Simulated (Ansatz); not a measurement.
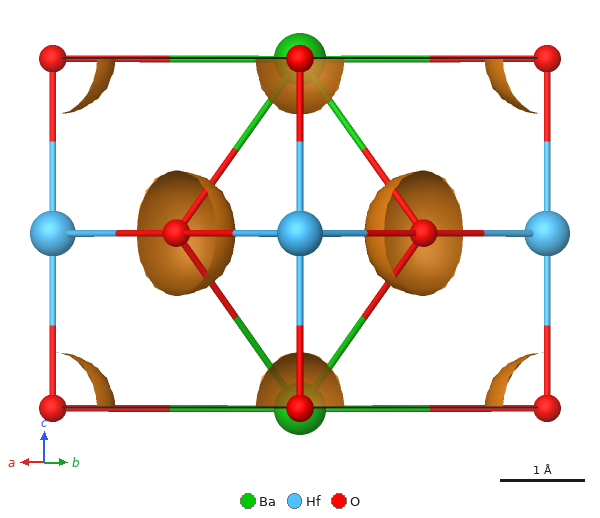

Figure. BaHfO3. Density of the Kohn–Sham states from −0.6 to 0.0 eV about the valence-band maximum (the top of the valence band), scaled to one electron a cell: orange surface at 0.05 1/Å³, in the conventional cell seen along [110].

Space group P4mm; the calculation finds a residual pressure of about 4 GPa at this fixed cell. The cell comes from a database of computed structures, not from a measurement.

Method: DFT PBE, scalar-relativistic, plane waves, PAW (Ansatz).

Core electrons are frozen (PAW), so the fields are smoothed inside the atomic spheres.

Which atoms and orbitals make up these states?

Answer. Projected on a minimal set of atomic orbitals (Löwdin), they are O 2p (over 95 %).
- In space (atomic cells sized by Bader volumes) the density divides as O about 95 %, Ba little and Hf little.
- It nearly vanishes midway along the shortest Ba–O contact.
- Little of the density lies between the atoms' surroundings.
